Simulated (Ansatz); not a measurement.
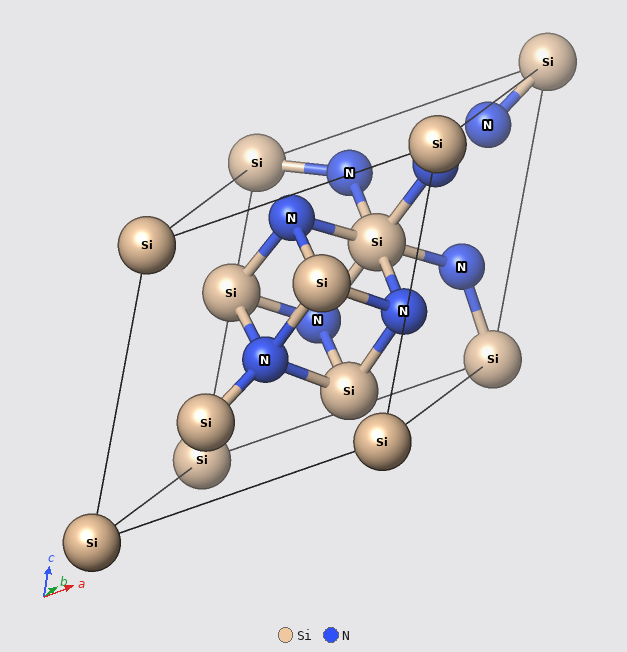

This ball-and-stick model is shown slightly off an axis. One simulation cell is outlined, and atoms on its boundary appear in each equivalent place.

```
CELL_PARAMETERS angstrom
0.00000 3.79469 3.79469
3.79469 0.00000 3.79469
3.79469 3.79469 0.00000
ATOMIC_POSITIONS crystal
Si 0.62500 0.62500 0.62500
Si 0.12500 0.62500 0.62500
Si 0.62500 0.62500 0.12500
Si 0.62500 0.12500 0.62500
N 0.38080 0.38080 0.38080
N 0.39240 0.86920 0.86920
N 0.38080 0.38080 0.85760
N 0.86920 0.39240 0.86920
N 0.85760 0.38080 0.38080
N 0.86920 0.86920 0.86920
N 0.38080 0.85760 0.38080
N 0.86920 0.86920 0.39240
Si 0.00000 0.00000 0.00000
Si 0.25000 0.25000 0.25000
```

Electronic-structure method: Ansatz 0.2.0, DFT, PAW plane waves, r2SCAN. Parameters: plane-wave cutoff 500 eV, a 6×6×6 sampling of the Brillouin zone, Fermi-Dirac smearing of 0.044 eV, no spin polarisation. The pressure of the cell is 19 GPa.

**Predict the Bader charges.**

Si +3.23 e; N -2.42 e. The transfer is large, as in an ionic solid.

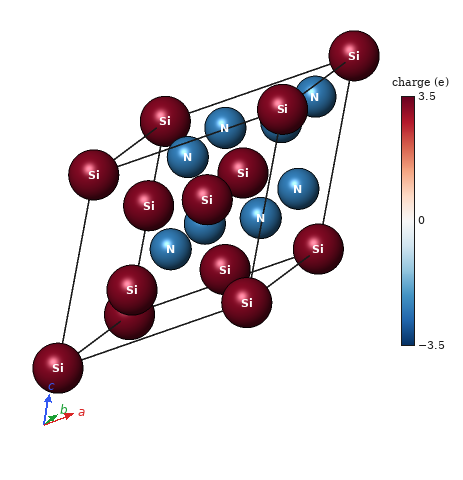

The atoms coloured by those charges.

Shown is a generated cell, made by putting these elements into a known structure type (the compound may or may not exist in this form), as it stood before any relaxation. It went into a calculation with Ansatz.

At this level of theory the cell isn't at rest (compressed, at 19 GPa), so its distances can differ from those at equilibrium, the more so the softer the solid.
